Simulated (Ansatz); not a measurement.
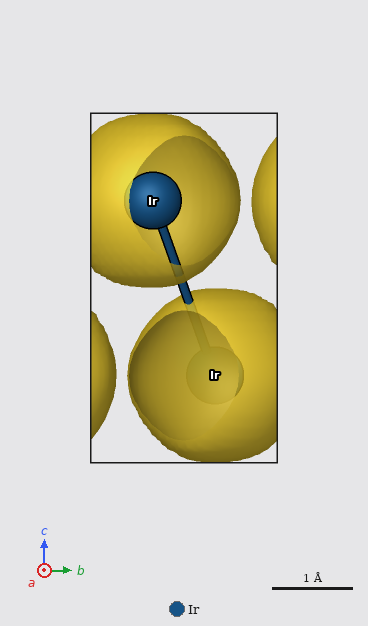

Figure. Ir. Isosurface of the valence electron density at 0.6 e/Å³ (yellow), seen along the a axis. Sticks mark near contacts.

Space group P6₃/mmc; a structure from a database of computed crystals, not necessarily the ambient phase; computed pressure about 8 GPa in this cell.

Computed with Kohn-Sham DFT of a periodic cell, PBE0, Ansatz PAW in Ansatz 0.2.0.

The density is the valence pseudo-density of a PAW calculation; it isn't the true density close to the nuclei.

Q: How is the density connected at this value?

A: At this value the density breaks into separate islands; it holds about 80 % of the electrons treated as valence (semicore included). It bridges none of the near contacts. It is pinched off along the shortest Ir–Ir (2.68 Å) contacts. On the grid the lowest density along these lines, outside the cores, is 0.48 e/Å³ (Ir–Ir, 2.68 Å).
